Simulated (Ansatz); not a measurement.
Consider Ge.

Input

```
crystal:
  lattice:
    - [5.528529, 1.242062, -0.458343]
    - [1.196931, 5.985794, 0.199734]
    - [-0.513433, 0.25691, 5.599788]
  atoms:
    - { symbol: Ge, position: [0.2257996112, 0.2530372809, 0.4526318017] }
    - { symbol: Ge, position: [0.559142606, 0.2530328504, 0.1192954112] }
    - { symbol: Ge, position: [0.114762452, 0.9196810683, 0.2303840478] }
    - { symbol: Ge, position: [0.7814104985, 0.9197016029, 0.5636905186] }
    - { symbol: Ge, position: [0.670223236, 0.5863544069, 0.3415519828] }
    - { symbol: Ge, position: [0.3368905165, 0.5863650492, 0.6748745658] }
    - { symbol: Ge, position: [0.448058306, 0.9197209296, 0.8970265371] }
    - { symbol: Ge, position: [0.8924766377, 0.2530253374, 0.7859767083] }
    - { symbol: Ge, position: [0.0035381664, 0.5863864005, 0.0081856503] }
basis:
  ecutwfc: 420
kpoints:
  mp_grid: { grid: [7, 6, 6] }
hamiltonian:
  xc: pbe
scf:
  occupations: { method: gaussian, width: 0.1 }
  n_extra_bands: 8
output:
  forces: true
  stress: true
  eigenvalues: true
  populations: true
  dos:
    method: { smearing: { sigma: 0.1, scheme: gaussian } }
    projected: true
    de: 0.02
  write_density: true
  write_potential: true
  elf: true
  volumetric_format: npy
```

Run with:

```sh
ansatz run input.yaml --threads 2 --pin off --max-ram 5120MiB --backend cpu --events-out ev --progress --plain --runs-dir out
```

Space group P-1; a generated structure, not necessarily the stable one.

Method: DFT PBE, scalar-relativistic, plane waves, PAW (Ansatz 0.2.0).

What can the converged electron localisation function tell about the bonding?

Ge–Ge (2.87 Å): the ELF is about 0.45 at the midpoint.

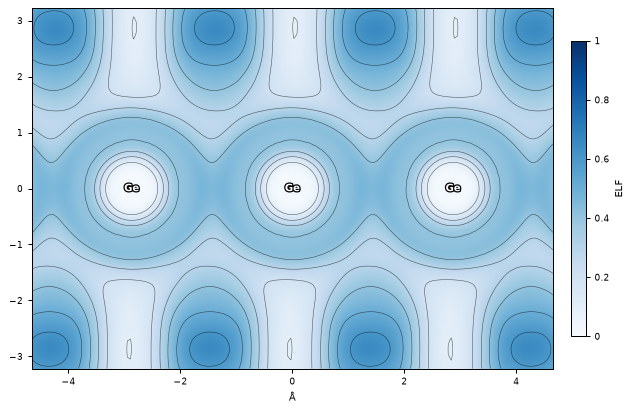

Computed electron localisation function on the (111) plane of the calculation cell. 

Core electrons are frozen (PAW), and the valence fields are smoothed inside the atomic spheres.
